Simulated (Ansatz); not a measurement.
System: BN, space group F-43m (No. 216) (cell built by us, not taken from a database).

Input of the run:
```
crystal:
  lattice:
    - [0.0, 1.8123409538, 1.8123409538]
    - [1.8123409538, 0.0, 1.8123409538]
    - [1.8123409538, 1.8123409538, 0.0]
  atoms:
    - { symbol: B, position: [0.25, 0.25, 0.25] }
    - { symbol: "N", position: [0.5, 0.5, 0.5] }
basis:
  ecutwfc: 420
kpoints:
  mp_grid: { grid: [12, 12, 12] }
hamiltonian:
  xc: pbe
scf:
  occupations: { method: fixed }
output:
  forces: true
  stress: true
  eigenvalues: true
  polarization: {}
elastic:
  mode: relaxed_ion
  stencil: two_point
```

Run as:
```bash
ansatz run input.yaml --threads 1 --pin off --max-ram 2560MiB --backend cpu --events-out ev --progress --plain --runs-dir out
```

Calculation (Ansatz 0.2.0): proper piezoelectric stress tensor of an insulator from Berry phases at small strains, Voigt columns xx yy zz yz xz xy, Cartesian axes of the cell vectors; plane waves with PAW datasets, Γ-centred k mesh. Level: PBE, no spin polarisation.

| setting | value |
| --- | --- |
| wave cutoff | 420 eV |
| k mesh | 12×12×12 |
| occupations | fixed |
| pressure | 0 GPa |
| ions | relaxed |
| strain amplitude | 0.002 |

What does the calculation give for the piezoelectric tensor e in Voigt notation?

The largest components, equal in size at 0.890 C/m², are e14, e25 and e36. Three components exceed 1 % of the largest: e14 = −0.890, e25 = −0.890, e36 = −0.890 C/m².

```tsv
	xx	yy	zz	yz	xz	xy
x	0.000	0.000	0.000	-0.890	0.000	0.000
y	0.000	0.000	0.000	0.000	-0.890	0.000
z	0.000	0.000	0.000	0.000	0.000	-0.890
```

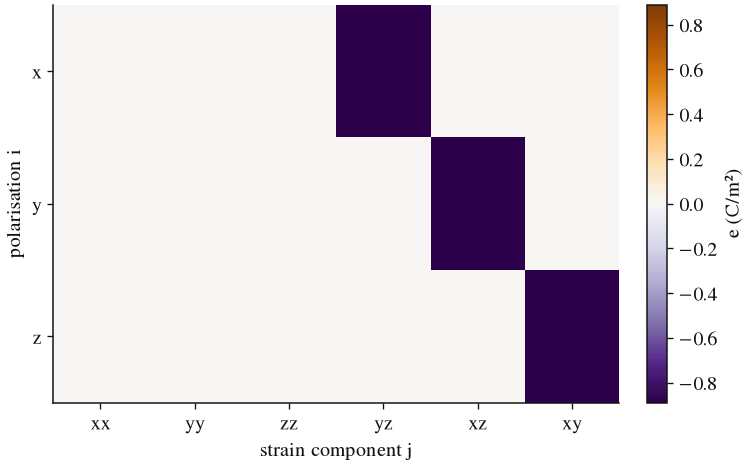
